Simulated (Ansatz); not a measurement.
**Molecular dynamics, with input and output: AlGa3N4 (part 5 of 5)**

AlGa3N4 (disordered cell, 16 atoms in the cell); DFT PBEsol, scalar-relativistic, plane waves, PAW, no spin polarisation (Ansatz 0.2.0); cutoff 420 eV, 1×1×1 k-mesh, Fermi–Dirac smearing of 0.05 eV. It belongs to a series of runs on one base structure; here: Langevin dynamics at 300 K from the last frame before.

Geometry of the input (Å; fractional positions):
```
5.8443  0.0295  0.0072
0.0295  5.8328  0.1297
0.0072  0.1297  5.8622
Al 0.7669  0.3580  0.3759
Al 0.0759  0.0094  0.0431
Ga 0.2077  0.2617  0.5766
Ga 0.5239  0.9402  0.2315
Ga 0.0195  0.8068  0.4908
Ga 0.6267  0.0912  0.8186
Ga 0.3925  0.4639  0.0726
Ga 0.9556  0.5534  0.9064
N  0.3993  0.6663  0.7147
N  0.2212  0.7596  0.2262
N  0.8757  0.0470  0.2665
N  0.3100  0.1702  0.9704
N  0.4908  0.2573  0.4559
N  0.5832  0.7257  0.6447
N  0.9818  0.4719  0.5763
N  0.7125  0.5415  0.0970
```

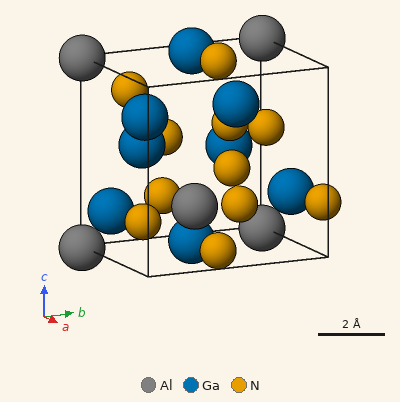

*The geometry at step 89 of the log (spheres-only view of the cell of the calculation, seen slightly off an axis).*

Trajectory as extended XYZ, continued
```
16
Lattice="5.8443 0.0295 0.0072 0.0295 5.8328 0.1297 0.0072 0.1297 5.8622" Properties=species:S:1:pos:R:3:forces:R:3 step=76 time_fs=152.0 energy=-26539.98634 temperature=477.0 pressure_GPa=-3.01
Al    4.5238    2.1211    1.8878   -0.4026   0.1846  -1.2474
Al    0.4842   -0.0844    0.0840    1.0629  -0.4694   0.1901
Ga    1.3127    1.5787    3.2630   -0.3728   0.0532   0.8270
Ga    3.2020    5.6330    1.7779    1.3226  -0.0087  -0.3310
Ga    0.5387    4.6626    2.8844    0.1890   0.4080  -0.6084
Ga    3.9803    0.6935    4.4575   -0.9503  -0.2636   0.8129
Ga    2.1467    2.8001    0.3943    0.3648   0.3580   0.0780
Ga    5.5120    3.0512    5.0449   -0.0507   0.6235  -0.0212
N     2.4759    4.0226    4.0235    0.0867  -0.2554  -0.1140
N     1.6903    4.6588    1.2566   -0.9181  -0.7785  -0.2255
N     5.1250    0.3182    1.4978   -0.9098  -0.0384   0.3637
N     1.7763    1.0093    4.9924   -0.4243   0.3066   0.1227
N     2.7192    1.6305    2.1065    0.5534   0.6424  -0.6368
N     3.4686    4.6408    3.8400   -0.4231   0.3562  -0.4252
N     5.7077    2.8710    3.0994    0.8439  -0.0748   0.8978
N     4.1336    3.2076    0.3479    0.0267  -1.0456   0.3168
16
Lattice="5.8443 0.0295 0.0072 0.0295 5.8328 0.1297 0.0072 0.1297 5.8622" Properties=species:S:1:pos:R:3:forces:R:3 step=78 time_fs=156.0 energy=-26539.95217 temperature=505.7 pressure_GPa=-3.21
Al    4.5314    2.0943    1.8742   -0.3756   0.3650  -0.9462
Al    0.4618   -0.0778    0.0635    1.4704  -0.8898   0.3296
Ga    1.3225    1.5724    3.2620   -0.2810   0.3252   0.2208
Ga    3.1969    5.6383    1.7743    1.4187  -0.0947  -0.2229
Ga    0.5375    4.6669    2.8793    0.2587   0.1077  -0.7581
Ga    3.9822    0.6932    4.4804   -1.0479  -0.2223   0.7352
Ga    2.1432    2.7974    0.3790    0.4079   0.5112   0.1436
Ga    5.5102    3.0598    5.0483    0.3148   0.5971  -0.5697
N     2.4676    4.0257    3.9811    1.2598   0.4316   0.0988
N     1.7056    4.6515    1.2534   -1.2130  -0.6602  -0.5856
N     5.1607    0.3033    1.4985   -1.4025   0.0309   0.6948
N     1.7260    1.0213    4.9716   -0.1353   0.1343   0.5108
N     2.6993    1.6293    2.0539    0.6172   0.6319  -0.3900
N     3.4787    4.6738    3.8527   -1.6082  -0.4703  -0.5234
N     5.7217    2.8540    3.0969    0.5458   0.1237   0.7564
N     4.1415    3.1686    0.3338   -0.2320  -0.9191   0.5062
16
Lattice="5.8443 0.0295 0.0072 0.0295 5.8328 0.1297 0.0072 0.1297 5.8622" Properties=species:S:1:pos:R:3:forces:R:3 step=80 time_fs=160.0 energy=-26539.94074 temperature=417.0 pressure_GPa=-2.72
Al    4.5451    2.0757    1.8586   -0.3339   0.4359  -0.5616
Al    0.4477   -0.0736    0.0461    1.5303  -1.2338   0.5058
Ga    1.3352    1.5669    3.2567   -0.1557   0.5074  -0.2842
Ga    3.1957    5.6421    1.7704    1.2925  -0.0413  -0.2212
Ga    0.5341    4.6704    2.8703    0.2374  -0.0469  -0.8213
Ga    3.9829    0.6933    4.5009   -1.0173  -0.0935   0.6791
Ga    2.1435    2.7961    0.3635    0.3858   0.5960   0.2191
Ga    5.5101    3.0676    5.0498    0.6492   0.5819  -0.9357
N     2.4755    4.0335    3.9475    0.9018   0.2299   0.4643
N     1.7088    4.6415    1.2497   -1.1878  -0.4741  -0.8286
N     5.1833    0.2839    1.5040   -1.6775   0.1355   0.9154
N     1.6752    1.0371    4.9628    0.1858   0.0993   0.6370
N     2.6844    1.6476    1.9978    0.5892   0.3250   0.0008
N     3.4687    4.7057    3.8627   -1.1911  -0.4880  -0.7460
N     5.7378    2.8486    3.1031    0.2067   0.1340   0.4696
N     4.1490    3.1277    0.3258   -0.4178  -0.6663   0.5069
16
Lattice="5.8443 0.0295 0.0072 0.0295 5.8328 0.1297 0.0072 0.1297 5.8622" Properties=species:S:1:pos:R:3:forces:R:3 step=83 time_fs=166.0 energy=-26539.94770 temperature=432.8 pressure_GPa=-1.10
Al    4.5636    2.0504    1.8422   -0.1913   0.6095  -0.0027
Al    0.4400   -0.0784    0.0225    0.9922  -1.5124   1.0294
Ga    1.3529    1.5610    3.2462    0.2337   0.5315  -0.7092
Ga    3.2000    5.6501    1.7676    0.7572  -0.0079  -0.3997
Ga    0.5288    4.6696    2.8519    0.0834  -0.1449  -0.7988
Ga    3.9867    0.6946    4.5307   -0.8521   0.1680   0.6194
Ga    2.1514    2.7977    0.3352    0.2031   0.6071   0.2864
Ga    5.5113    3.0765    5.0531    1.0585   0.5663  -1.2571
N     2.5091    4.0465    3.9116   -1.2087  -1.1221   0.8427
N     1.6896    4.6335    1.2282   -0.7068  -0.2158  -0.8409
N     5.1751    0.2564    1.5252   -1.3517   0.0254   0.7688
N     1.6128    1.0609    4.9690    0.6334   0.3454   0.2861
N     2.6827    1.6861    1.9225    0.1260  -0.3032   0.8599
N     3.4351    4.7573    3.8667    0.9794   0.4506  -0.9645
N     5.7655    2.8416    3.1221   -0.3181   0.1413  -0.0760
N     4.1506    3.0544    0.3130   -0.4413  -0.1367   0.3554
16
Lattice="5.8443 0.0295 0.0072 0.0295 5.8328 0.1297 0.0072 0.1297 5.8622" Properties=species:S:1:pos:R:3:forces:R:3 step=85 time_fs=170.0 energy=-26539.96844 temperature=386.8 pressure_GPa=-1.27
Al    4.5763    2.0396    1.8333   -0.2294   0.7005   0.3549
Al    0.4426   -0.0854    0.0133    0.5946  -1.5407   1.3343
Ga    1.3658    1.5546    3.2381    0.3115   0.6162  -0.7874
Ga    3.2067    5.6557    1.7624    0.2165  -0.1569  -0.4087
Ga    0.5250    4.6693    2.8387    0.0215  -0.2479  -0.7285
Ga    3.9874    0.6967    4.5495   -0.7705   0.2687   0.5795
Ga    2.1565    2.8002    0.3178    0.1253   0.5906   0.2562
Ga    5.5185    3.0835    5.0530    0.9813   0.5474  -1.2497
N     2.5203    4.0353    3.8994   -0.7472  -0.4865   0.8890
N     1.6718    4.6192    1.2123   -0.4369   0.0925  -0.7968
N     5.1382    0.2391    1.5389   -0.6090  -0.1418   0.4929
N     1.5888    1.0782    4.9763    0.7123   0.4563   0.0949
N     2.6816    1.7048    1.8844   -0.0622  -0.6855   1.2923
N     3.4214    4.7951    3.8622    0.4932  -0.2925  -0.9991
N     5.7743    2.8392    3.1338   -0.4447   0.0699  -0.3678
N     4.1468    3.0069    0.3072   -0.1588   0.2112   0.0431
16
Lattice="5.8443 0.0295 0.0072 0.0295 5.8328 0.1297 0.0072 0.1297 5.8622" Properties=species:S:1:pos:R:3:forces:R:3 step=87 time_fs=174.0 energy=-26539.96040 temperature=363.8 pressure_GPa=-1.90
Al    4.5917    2.0319    1.8226   -0.3602   0.6879   0.6780
Al    0.4494   -0.1014    0.0126    0.2890  -1.3890   1.3936
Ga    1.3780    1.5488    3.2296    0.1941   0.7511  -0.6983
Ga    3.2163    5.6617    1.7542   -0.5044  -0.4824  -0.3380
Ga    0.5212    4.6724    2.8265   -0.0466  -0.4089  -0.6260
Ga    3.9901    0.6990    4.5657   -0.7093   0.3090   0.5276
Ga    2.1600    2.8030    0.3019    0.1010   0.4988   0.2657
Ga    5.5269    3.0911    5.0507    0.7161   0.4942  -1.1488
N     2.5266    4.0110    3.8950    0.2653   0.8193   0.8374
N     1.6507    4.5991    1.1940   -0.1527   0.3855  -0.6710
N     5.0907    0.2131    1.5517    0.3643  -0.1328   0.2138
N     1.5696    1.0958    4.9835    0.6040   0.4597   0.0079
N     2.6777    1.7081    1.8629   -0.0783  -0.8235   1.4123
N     3.4104    4.8280    3.8525   -0.5662  -1.5772  -0.9745
N     5.7705    2.8401    3.1378   -0.3531  -0.0731  -0.5288
N     4.1391    2.9675    0.3046    0.2368   0.4816  -0.3519
16
Lattice="5.8443 0.0295 0.0072 0.0295 5.8328 0.1297 0.0072 0.1297 5.8622" Properties=species:S:1:pos:R:3:forces:R:3 step=89 time_fs=178.0 energy=-26539.95666 temperature=374.7 pressure_GPa=-2.02
Al    4.6092    2.0296    1.8181   -0.5701   0.5666   0.7019
Al    0.4629   -0.1288    0.0261    0.1148  -0.8896   1.0299
Ga    1.3886    1.5436    3.2195   -0.0063   0.8323  -0.4757
Ga    3.2253    5.6684    1.7474   -1.2131  -0.8030  -0.2724
Ga    0.5175    4.6770    2.8138   -0.1812  -0.5750  -0.4371
Ga    3.9931    0.7015    4.5830   -0.6375   0.2924   0.4414
Ga    2.1641    2.8052    0.2883    0.0933   0.3204   0.3258
Ga    5.5340    3.1022    5.0497    0.6384   0.4082  -1.2545
N     2.5331    3.9909    3.8989    0.3732   1.3183   0.6570
N     1.6332    4.5788    1.1790    0.1796   0.5141  -0.4937
N     5.0513    0.1835    1.5668    1.2997   0.0539  -0.0442
N     1.5590    1.1172    4.9899    0.2918   0.2154   0.0741
N     2.6759    1.7015    1.8530   -0.0013  -0.7147   1.3058
N     3.3897    4.8444    3.8266   -0.6402  -1.9705  -0.7419
N     5.7637    2.8390    3.1282   -0.1579  -0.1443  -0.4151
N     4.1327    2.9358    0.2926    0.4166   0.5784  -0.4025
16
Lattice="5.8443 0.0295 0.0072 0.0295 5.8328 0.1297 0.0072 0.1297 5.8622" Properties=species:S:1:pos:R:3:forces:R:3 step=91 time_fs=182.0 energy=-26539.96898 temperature=344.6 pressure_GPa=-1.72
Al    4.6230    2.0320    1.8213   -0.8391   0.3737   0.3977
Al    0.4774   -0.1616    0.0495   -0.0300  -0.1093   0.3421
Ga    1.3974    1.5398    3.2054   -0.2680   0.8233  -0.0535
Ga    3.2327    5.6735    1.7388   -1.7014  -0.9869  -0.2271
Ga    0.5165    4.6794    2.8022   -0.3521  -0.7079  -0.2078
Ga    3.9939    0.7046    4.5999   -0.5589   0.2841   0.3495
Ga    2.1692    2.8085    0.2787    0.1113   0.1084   0.3955
Ga    5.5452    3.1146    5.0490    0.6616   0.3002  -1.4410
N     2.5383    3.9815    3.9083   -0.2550   0.9136   0.4654
N     1.6232    4.5652    1.1663    0.5784   0.4059  -0.2181
N     5.0290    0.1587    1.5749    1.9073   0.2866  -0.2062
N     1.5569    1.1397    4.9957   -0.1048  -0.1722   0.1408
N     2.6755    1.6938    1.8535    0.2073  -0.5192   1.0114
N     3.3632    4.8443    3.7991    0.0934  -1.4469  -0.4928
N     5.7554    2.8327    3.1066    0.1381  -0.0718  -0.0514
N     4.1315    2.9160    0.2747    0.4145   0.5193  -0.2039
16
Lattice="5.8443 0.0295 0.0072 0.0295 5.8328 0.1297 0.0072 0.1297 5.8622" Properties=species:S:1:pos:R:3:forces:R:3 step=93 time_fs=186.0 energy=-26539.95676 temperature=314.7 pressure_GPa=-1.03
Al    4.6293    2.0331    1.8277   -1.0723   0.2538  -0.0583
Al    0.4894   -0.1947    0.0763   -0.2663   0.7546  -0.4937
Ga    1.4044    1.5391    3.1891   -0.6476   0.7279   0.6231
Ga    3.2385    5.6789    1.7295   -1.7588  -1.0945  -0.1982
Ga    0.5143    4.6787    2.7893   -0.4614  -0.7948   0.0242
Ga    3.9943    0.7110    4.6145   -0.4872   0.2882   0.2764
Ga    2.1740    2.8109    0.2685    0.1577  -0.0922   0.5145
Ga    5.5613    3.1265    5.0451    0.6255   0.1947  -1.5011
N     2.5431    3.9799    3.9262   -1.4559  -0.2670   0.3630
N     1.6192    4.5578    1.1511    1.0864   0.0576   0.2206
N     5.0355    0.1405    1.5792    1.7768   0.4956  -0.2819
N     1.5525    1.1610    5.0026   -0.4220  -0.5059   0.1053
N     2.6725    1.6850    1.8707    0.6986  -0.2676   0.3920
N     3.3370    4.8312    3.7794    1.4549  -0.1262  -0.4145
N     5.7519    2.8255    3.0818    0.3842   0.0541   0.3355
N     4.1321    2.9112    0.2557    0.3889   0.3233   0.0929
16
Lattice="5.8443 0.0295 0.0072 0.0295 5.8328 0.1297 0.0072 0.1297 5.8622" Properties=species:S:1:pos:R:3:forces:R:3 step=96 time_fs=192.0 energy=-26539.95134 temperature=347.2 pressure_GPa=-1.02
Al    4.6202    2.0359    1.8451   -1.0746   0.0968  -0.6028
Al    0.4948   -0.2288    0.1242   -0.4517   1.6116  -1.5583
Ga    1.4155    1.5404    3.1691   -1.0893   0.6331   1.4518
Ga    3.2370    5.6817    1.7140   -1.1676  -1.2903   0.0054
Ga    0.5098    4.6737    2.7736   -0.3617  -0.8979   0.3621
Ga    3.9995    0.7205    4.6430   -0.5027   0.2069   0.1459
Ga    2.1798    2.8053    0.2561    0.2980  -0.1185   0.5442
Ga    5.5840    3.1451    5.0306    0.4232   0.1052  -1.4168
N     2.5282    3.9759    3.9643   -1.3948  -0.1275  -0.0525
N     1.6274    4.5501    1.1420    1.6209  -0.4904   0.6535
N     5.0754    0.1216    1.5833    0.7199   0.8069  -0.2329
N     1.5376    1.1717    5.0134   -0.7034  -0.6633  -0.0332
N     2.6871    1.6729    1.8935    1.0757  -0.0223  -0.2221
N     3.3283    4.8118    3.7568    1.5602   0.0389  -0.1416
N     5.7558    2.8233    3.0500    0.6157   0.0664   0.7744
N     4.1417    2.9092    0.2386    0.4341   0.0438   0.3216
16
Lattice="5.8443 0.0295 0.0072 0.0295 5.8328 0.1297 0.0072 0.1297 5.8622" Properties=species:S:1:pos:R:3:forces:R:3 step=98 time_fs=196.0 energy=-26540.06825 temperature=391.0 pressure_GPa=-1.98
Al    4.5978    2.0418    1.8490   -0.6214   0.0418  -0.5588
Al    0.4981   -0.2372    0.1487   -0.2583   1.5500  -1.7817
Ga    1.4174    1.5405    3.1618   -1.0520   0.5835   1.6367
Ga    3.2289    5.6767    1.7047   -0.5020  -1.3436   0.2573
Ga    0.5066    4.6643    2.7685   -0.0860  -0.8615   0.4386
Ga    4.0048    0.7250    4.6618   -0.5843   0.0941   0.0443
Ga    2.1834    2.8009    0.2450    0.4623   0.0035   0.4982
Ga    5.6012    3.1549    5.0155    0.2165   0.1015  -1.2617
N     2.5056    3.9740    3.9898   -0.1199   1.0908  -0.6148
N     1.6542    4.5451    1.1448    1.4119  -0.5459   0.6129
N     5.1148    0.1224    1.5849   -0.1681   0.9194  -0.1011
N     1.5192    1.1659    5.0254   -0.7135  -0.4964  -0.2661
N     2.7078    1.6696    1.9016    0.8200  -0.0309  -0.2235
N     3.3523    4.7959    3.7490    0.2698  -0.9454   0.2919
N     5.7668    2.8265    3.0370    0.4838  -0.1028   0.7938
N     4.1580    2.9072    0.2331    0.4431  -0.0574   0.2343
16
Lattice="5.8443 0.0295 0.0072 0.0295 5.8328 0.1297 0.0072 0.1297 5.8622" Properties=species:S:1:pos:R:3:forces:R:3 step=100 time_fs=200.0 energy=-26540.19204 temperature=429.0 pressure_GPa=-2.33
Al    4.5709    2.0473    1.8435    0.1825   0.1085  -0.2879
Al    0.4949   -0.2390    0.1603    0.1879   1.0544  -1.5879
Ga    1.4184    1.5400    3.1580   -0.8910   0.4885   1.5729
Ga    3.2174    5.6715    1.6973    0.0661  -1.3670   0.4648
Ga    0.5039    4.6514    2.7625    0.1114  -0.6854   0.4435
Ga    4.0106    0.7284    4.6788   -0.6238   0.0143  -0.0603
Ga    2.1880    2.7968    0.2355    0.5888   0.0780   0.4518
Ga    5.6175    3.1669    4.9942   -0.0074   0.1048  -0.9678
N     2.4822    3.9801    4.0137    0.3308   1.1856  -0.9236
N     1.6875    4.5273    1.1555    0.7501  -0.1185   0.2618
N     5.1473    0.1456    1.5889   -0.6939   0.7151   0.0105
N     1.4908    1.1583    5.0337   -0.5734  -0.3014  -0.4205
N     2.7371    1.6667    1.9098    0.1265  -0.0607  -0.0399
N     3.3698    4.7626    3.7482   -0.1616  -0.8671   0.4962
N     5.7814    2.8265    3.0315    0.1985  -0.2703   0.6137
N     4.1782    2.9100    0.2317    0.4068  -0.0779  -0.0282
```

Results in brief

| quantity | value |
| --- | --- |
| outcome | finished |
| mean temperature over the second half | 387 K |
| trajectory | 100 steps, 200 fs |
| ensemble | nvt_langevin |
| temperature in the input | 300.0 K |
| time step | 2.0 fs |
| electrons treated | 124 |
| potential energy (free energy of the electrons) (last step) | −26540.1920 eV |
| Fermi energy (last step) | 9.542 eV |
| pressure (without the kinetic term) (last step) | −2.80 GPa |
| largest force (length of the vector) (last step) | 1.915 eV/Å |
| hardware | 2 threads of AMD EPYC (Zen 3), 64 GiB of memory available, shared host |
| wall time | 48 s (CPU time 80 s) |
| peak memory | 0.41 GiB |

Remarks

The k-point mesh is coarse (a preliminary or cheap run), so energies and forces are approximate. The program warns: the SCF threshold is loose for the printed forces; the SCF threshold is looser than advised for the printed stress. So short a trajectory is not equilibrated. The logged temperature at the start can lie below the typed one, since it is counted over all degrees of freedom.
